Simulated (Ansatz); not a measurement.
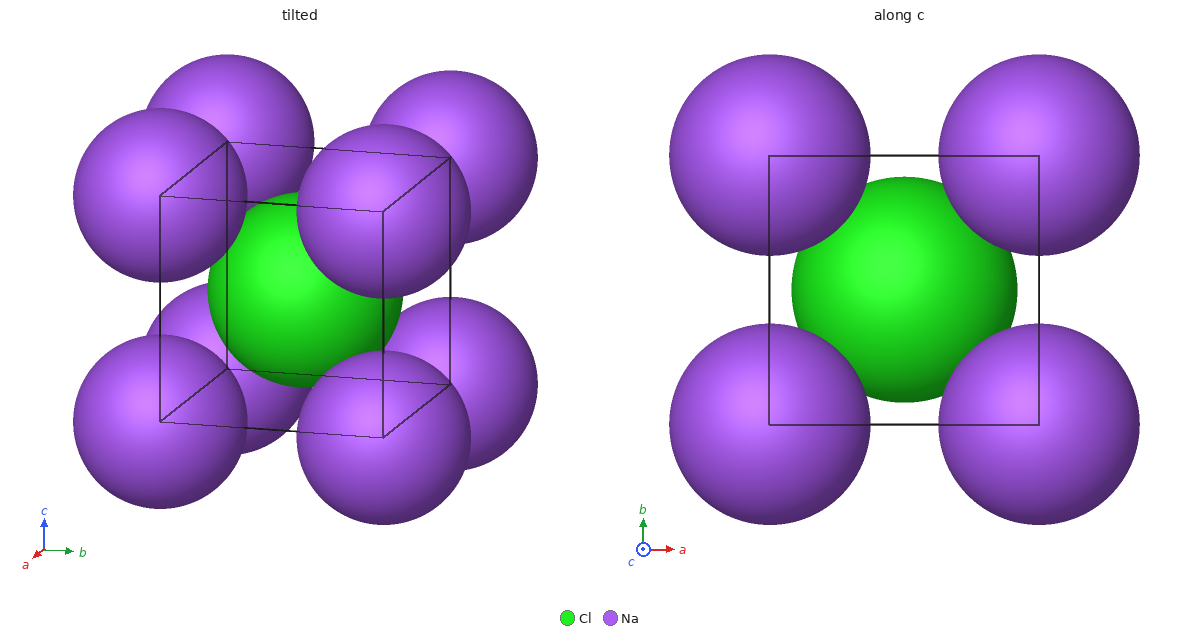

NaCl, caesium chloride (CsCl, B2) type, space group Pm-3m (No. 221), a = 3.502 Å, b = 3.502 Å, c = 3.502 Å, α = 90.00°, β = 90.00°, γ = 90.00°. Space-filling drawing of the structure, looking slightly off an axis and along the c axis. The wireframe shows the conventional unit cell. The cell is a structure listed in the Materials Project. Other forms of this composition are known.

One fixed geometry was run with a growing share of exact exchange in a hybrid functional, screened with ω = 0.2 Å⁻¹. Alike in all runs: Ansatz 0.2.0; functional HSE06 form with a typed share of exact exchange; potentials Ansatz PAW; cutoff 420 eV; k mesh 4 × 4 × 4 on the run's cell of 2 atoms; occupations fermi-dirac, width 0.05 eV; no spin polarisation; no spin-orbit coupling.

| share of exact exchange | gap (eV) | pressure (GPa) |
| --- | --- | --- |
| 0.05 | 4.24 | 0.1 |
| 0.10 | ? | ? |
| 0.15 | 4.77 | -0.1 |
| 0.20 | 5.04 | -0.3 |
| 0.25 | 5.32 | -0.4 |
| 0.30 | 5.59 | -0.5 |
| 0.40 | 6.15 | -0.7 |
| 0.50 | 6.72 | -0.9 |

Q: How fast does the gap grow with the share, and what belongs in the row left out?

A: The line is gap = 3.95 eV + 5.52 eV × share, which gives 4.50 eV at 0.10. The run gave 4.50 eV and a pressure of 0.0 GPa.

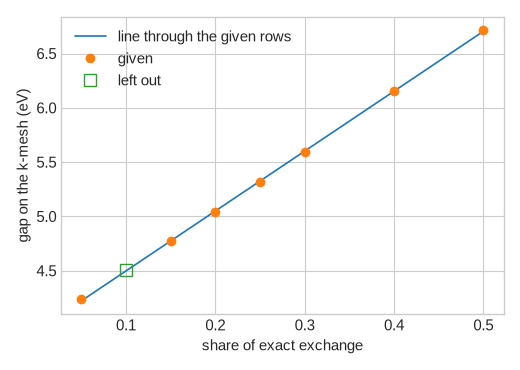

Gap against the share of exact exchange. Gaps are the least found on the k-mesh, which can miss the band edges.

Caveat: the k mesh is coarse (spacing up to 0.45 Å⁻¹), so the values aren't converged, least of all with exact exchange; the PAW data sets were made with another functional, which shifts forces and pressure a little.
